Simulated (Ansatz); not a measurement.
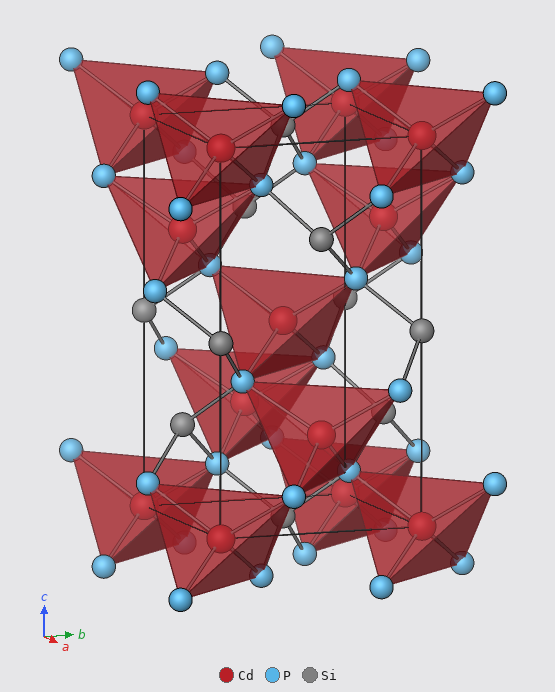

A polyhedral picture of a crystal structure, seen slightly off an axis. The parallelepiped is the conventional unit cell. Some neighbours outside the box are added.

CdSiP₂, chalcopyrite, space group I-42d (No. 122), a = 5.694 Å, b = 5.694 Å, c = 10.484 Å, α = 90.00°, β = 90.00°, γ = 90.00°. Its origin is a structure type filled with these elements by a generator (whether the compound takes this form wasn't checked). Earlier steps of the study may have refined or changed the cell and positions. It was the input of a calculation with Ansatz.

This one geometry was computed with Ansatz (DFT, plane waves, PAW) at five levels of theory: r2SCAN, HSE06, PBE0, PBE with spin-orbit coupling and PBE. It was relaxed beforehand with r2SCAN.

Which level gives the highest pressure at this volume, and what does that say about its equilibrium volume?

Highest: PBE with spin-orbit coupling (1.5 GPa) and PBE (1.6 GPa), which points to the largest equilibrium volume. Lowest, with the smallest volume: r2SCAN (0.0 GPa), HSE06 (0.0 GPa) and PBE0 (-0.2 GPa). Levels within 0.5 GPa of each other can't be told apart.

How does the band gap change with the level of theory?

PBE with spin-orbit coupling: a gap of 1.37 eV, direct; PBE: a gap of 1.37 eV, direct; r2SCAN: a gap of 1.61 eV, direct; HSE06: a gap of 2.01 eV, direct; PBE0: a gap of 2.67 eV, direct.

Collect the results in a table.

| level | cutoff (eV) | k-mesh of the run's cell | gap (eV) | pressure (GPa) |
| --- | --- | --- | --- | --- |
| r2SCAN | 500 | 6×6×6 | 1.61 | 0.0 |
| HSE06 | 420 | 4×4×4 | 2.01 | 0.0 |
| PBE0 | 420 | 4×4×4 | 2.67 | -0.2 |
| PBE with spin-orbit coupling | 420 | 6×6×6 | 1.37 | 1.5 |
| PBE | 420 | 6×6×6 | 1.37 | 1.6 |

Gaps are taken on the k-mesh or band path of each run.
